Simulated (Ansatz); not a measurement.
Input file:

```
crystal:
  lattice:
    - [0.0, 2.7337235204, 2.7337235204]
    - [2.7337235204, 0.0, 2.7337235204]
    - [2.7337235204, 2.7337235204, 0.0]
  atoms:
    - { symbol: Mg, position: [0.0, 0.0, 0.0] }
    - { symbol: Se, position: [0.5, 0.5, 0.5] }
basis:
  ecutwfc: 420
kpoints:
  mp_grid: { grid: [8, 8, 8] }
hamiltonian:
  xc: pbe
scf:
  occupations: { method: gaussian, width: 0.02 }
output:
  forces: true
  stress: true
  eigenvalues: true
  write_density: true
  write_potential: true
  elf: true
  volumetric_format: npy
relax:
  adjacent_minimum: "off"
  f_tol: 0.005
  max_steps: 80
  cell: { stress_tol: 0.05 }
```

Run with:

```sh
ansatz run input.yaml --threads 4 --pin off --max-ram 8192MiB --backend cpu --events-out ev --progress --plain --runs-dir out
```

Below, planes, directions and counts refer to the conventional cell (a = 5.51 Å, b = 5.51 Å, c = 5.51 Å, α = 90.00°, β = 90.00°, γ = 90.00°).

The fields are those of the relaxed geometry.

Space group Fm-3m; a structure from a database of computed crystals, not necessarily the ambient phase.

These are results of DFT PBE, scalar-relativistic, plane waves, PAW (Ansatz 0.2.0), not measurements.

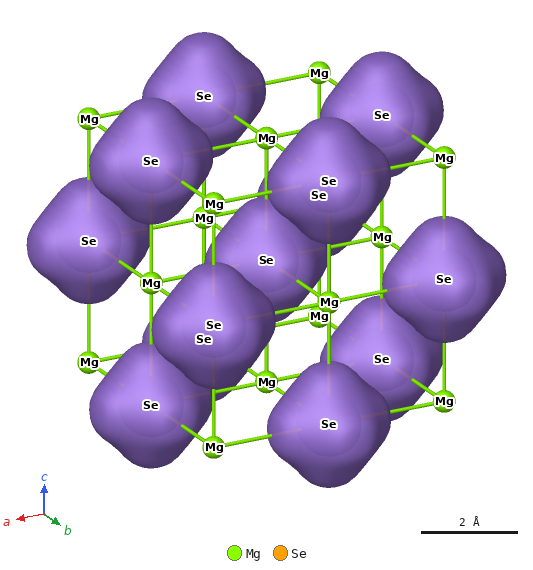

MgSe. Isosurface of the electron localisation function at 0.75 (purple), seen at an oblique angle. Only the valence region is drawn (cores and ρ < 0.01 e/Å³ removed). Sticks mark near contacts.

Core electrons are frozen (PAW), and the valence fields are smoothed inside the atomic spheres.

> What do the ELF domains correspond to?

The ELF exceeds this value in four regions wrapped around Se (the valence shell of each), counted in one cell of 8 atoms. Any copies at cell faces, edges or corners count once.

Values along the shortest contacts:
Mg–Se (2.75 Å): the ELF is about 0.75 at the midpoint: a closed-shell, largely ionic contact.

> Does the calculation make it a metal, or give it a gap?

It is gapped, with a Kohn–Sham gap of 1.8 eV on the k-point mesh, an upper bound to the gap of this method.
